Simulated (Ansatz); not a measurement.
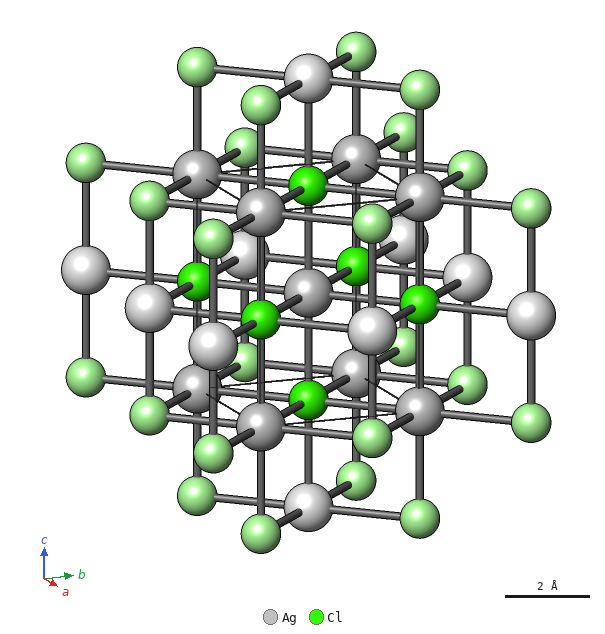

The figure gives a ball-and-stick picture of the atoms, viewed slightly off an axis. The conventional unit cell is outlined; an atom on or near a face, edge or corner is repeated at each equivalent position. Periodic images bonded to atoms of the box are shown as well, in fainter colours.

AgCl, space group I4/mmm (No. 139), a = 4.103 Å, b = 4.103 Å, c = 5.289 Å, α = 90.00°, β = 90.00°, γ = 90.00°. The initial geometry was a structure type filled with these elements by a generator (whether the compound takes this form wasn't checked). The cell was then strained or its atoms displaced on purpose. It was the input of a calculation with Ansatz.

This one geometry was computed with Ansatz (DFT, plane waves, PAW) at three levels of theory: PBE, r2SCAN and HSE06. It was relaxed with r2SCAN and then strained.

### Which level gives the highest pressure at this volume, and what does that say about its equilibrium volume?

Highest: PBE (0.4 GPa) and HSE06 (0.2 GPa), which points to the largest equilibrium volume. Lowest, with the smallest volume: r2SCAN (-1.2 GPa). Levels within 0.5 GPa of each other can't be told apart.

### How does the band gap change with the level of theory?

PBE: a gap of 0.74 eV, indirect; r2SCAN: a gap of 1.28 eV, indirect; HSE06: a gap of 2.21 eV, indirect.

### Collect the results in a table.

| level | cutoff (eV) | k-mesh of the run's cell | gap (eV) | pressure (GPa) |
| --- | --- | --- | --- | --- |
| PBE | 420 | 8×8×8 | 0.74 | 0.4 |
| r2SCAN | 500 | 8×8×8 | 1.28 | -1.2 |
| HSE06 | 420 | 6×6×6 | 2.21 | 0.2 |

Gaps are taken on the k-mesh or band path of each run.
